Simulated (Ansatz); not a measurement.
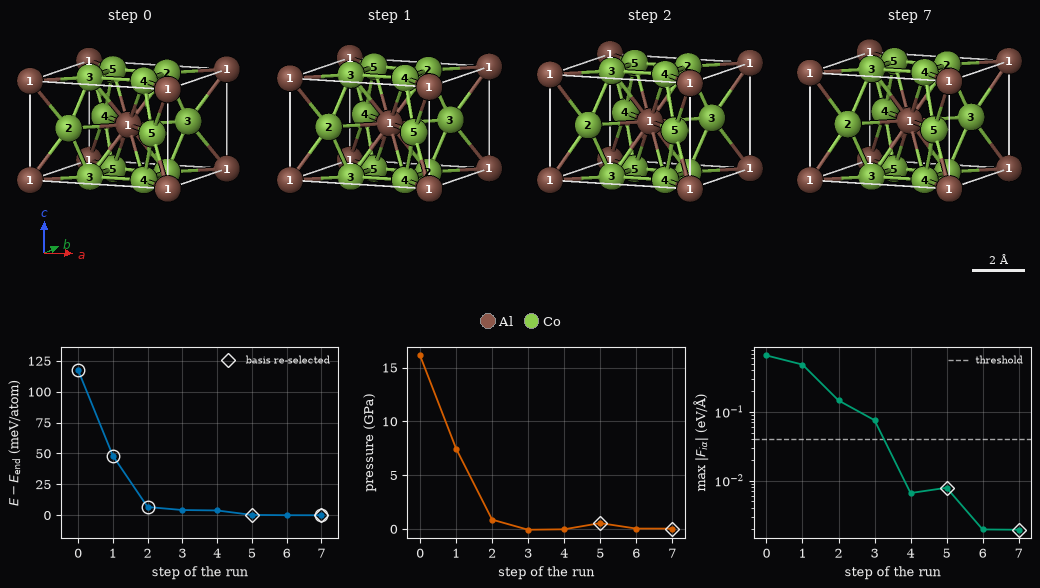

Frames of a relaxation of a crystal of AlCo4 (a generated structure, set up in I4/mmm) (coarse preliminary run), marked on the history of the run. The picture is a ball-and-stick view of the conventional cell (2 times the calculation's cell), seen slightly off an axis. Lengths and directions refer to the drawn axes.

Level of theory: DFT PBE, scalar-relativistic, plane waves, PAW (Ansatz).

The input:
```yaml
crystal:
  lattice:
    - [-2.89500164, 2.89500164, 1.9387769]
    - [2.89500164, -2.89500164, 1.9387769]
    - [2.89500164, 2.89500164, -1.9387769]
  atoms:
    - { symbol: Al, position: [0.0, 0.0, 0.0] }
    - { symbol: Co, position: [0.69617671, 0.69617671, 0.39235342], spin: 3.0 }
    - { symbol: Co, position: [0.30382329, 0.30382329, 0.60764658], spin: -3.0 }
    - { symbol: Co, position: [0.30382329, 0.69617671, 0.0], spin: -3.0 }
    - { symbol: Co, position: [0.69617671, 0.30382329, 0.0], spin: -3.0 }
basis:
  ecutwfc: 420
kpoints:
  mp_grid: { grid: [6, 6, 6] }
hamiltonian:
  xc: pbe
scf:
  occupations: { method: gaussian, width: 0.1 }
  lower_state_search: "off"
output:
  forces: true
  stress: true
  eigenvalues: true
  populations: true
magnetization:
  spin_polarized: true
relax:
  adjacent_minimum: "off"
  f_tol: 0.04
  max_steps: 70
  cell: { stress_tol: 0.4 }
```

Run as
```bash
ansatz run input.yaml --threads 4 --pin off --max-ram 8192MiB --backend cpu --events-out ev --progress --plain --runs-dir out
```

Describe the path.

Over 5 accepted moves (7 points after the start) the energy falls by 118 meV per atom. The largest force component goes from 0.66 to 0.0019 eV/Å. Pressure: 16.13 GPa at the start and 0.04 GPa at the end. At 2 points the geometry stayed and the basis and grid were re-selected for the new cell (energy shift of 3.6 meV per atom at most each time). The largest moves relative to the cell, 0.050 Å, are those of Co2, Co3, Co4 and Co5. Co2 goes along [−1 −1 0]. Al stays in place. The volume changes by +10.7 %, with a = b 5.790 → 5.855 Å (+1.1 %), c 3.878 → 4.200 Å (+8.3 %). Some distances before and after: Co2–Co3 2.130 → 2.323 Å, Al1–Co2 2.518 → 2.624 Å, Al1–Co2 (another image) 2.488 → 2.566 Å, Co2–Co4 2.272 → 2.226 Å. The space group stays I4/mmm (No. 139). The program noted that the starting moments weren't kept. From step 0 to 1: volume +5.1 %, energy −69.4 meV per atom. From step 1 to 2: Co atoms move most (0.03 Å), volume +4.5 %, energy −41.6 meV per atom. From step 2 to 7: volume +0.8 %, energy −6.7 meV per atom.
